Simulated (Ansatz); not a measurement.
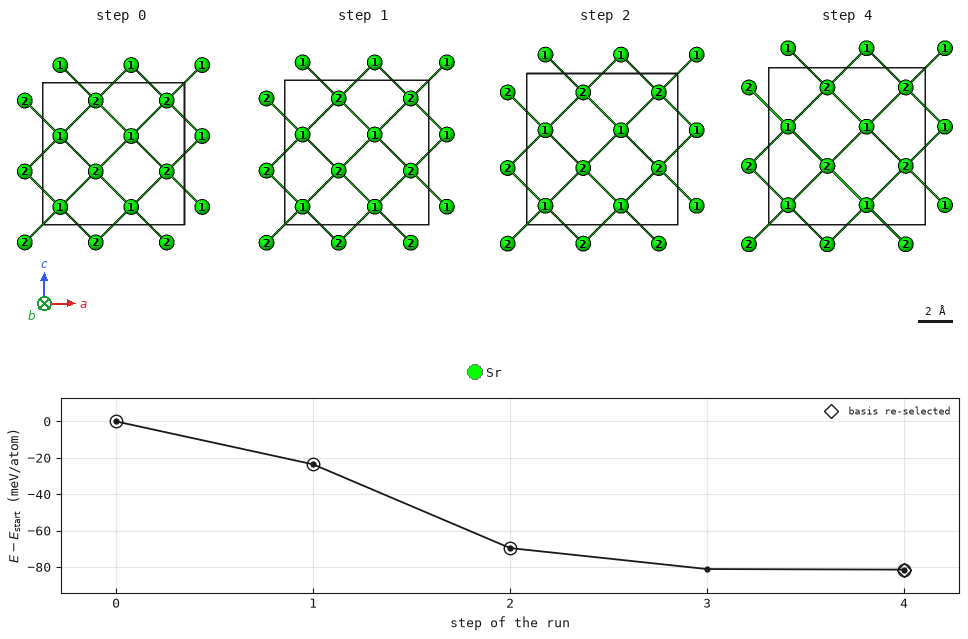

Frames of a relaxation of a crystal of Sr (a generated structure, set up in Fd-3m), marked on the history of the run. The picture is a ball-and-stick view of the conventional cell (4 times the calculation's cell), seen along the b axis. Lengths and directions refer to the drawn axes.

Phase: diamond.

Level of theory: DFT, PBEsol, plane waves (420 eV) with PAW, scalar-relativistic (Ansatz).

Input file:
```yaml
crystal:
  lattice:
    - [0.0, 4.2364013364, 4.2364013364]
    - [4.2364013364, 0.0, 4.2364013364]
    - [4.2364013364, 4.2364013364, 0.0]
  atoms:
    - { symbol: Sr, position: [0.125, 0.125, 0.125] }
    - { symbol: Sr, position: [0.875, 0.875, 0.875] }
hamiltonian:
  xc: pbesol
  pseudopotentials:
    kind: paw
    azcp:
      Sr: "pseudopotentials/Sr.paw.azcp"
basis:
  ecutwfc: 420
  fft_grid_basis: typed
kpoints:
  mp_grid: { grid: [7, 7, 7], shift: [0, 0, 0] }
magnetization:
  spin_polarized: false
scf:
  occupations: { method: fermi_dirac, width: 0.1 }
relax:
  max_steps: 60
  f_tol: 0.01
  cell: {}
```

> Describe the path.

Over 3 accepted moves (4 points after the start) the energy falls by 81.4 meV per atom. All forces vanish by symmetry, so only the cell relaxes. Pressure: 1.08 GPa at the start and 0.00 GPa at the end. The SCF was repeated once at an unchanged geometry on a basis and grid sized afresh for the cell, which shifted the energy by 0.3 meV per atom at most. The atoms keep their places relative to the cell (all moves are under 0.005 Å). The drawn cell changes as follows: a = b = c 8.473 → 9.364 Å (+10.5 %); the volume changes by +35.0 %. Near-neighbour distances that change, for instance: Sr1–Sr2 3.669 → 4.055 Å. The space group stays Fd-3m (No. 227). The program noted that a PAW file was made for another functional than the run's. The run took 6.5 s on 2 threads of Arm Neoverse V1 (shared host), peak memory 0.42 GiB. From step 0 to 1: volume +5.1 %, energy −23.6 meV per atom. From step 1 to 2: volume +15.1 %, energy −46.0 meV per atom. From step 2 to 4: volume +11.6 %, energy −11.8 meV per atom.

| step | E − E(0), meV/atom | pressure, GPa | volume, Å³/atom | note |
| --- | --- | --- | --- | --- |
| 0 | 0.00 | 1.08 | 76.031 |  |
| 1 | -23.57 | 0.88 | 79.892 |  |
| 2 | -69.57 | 0.36 | 91.945 |  |
| 3 | -81.09 | 0.00 | 102.649 |  |
| 4 | -81.41 | 0.00 | 102.649 | same geometry, new basis |
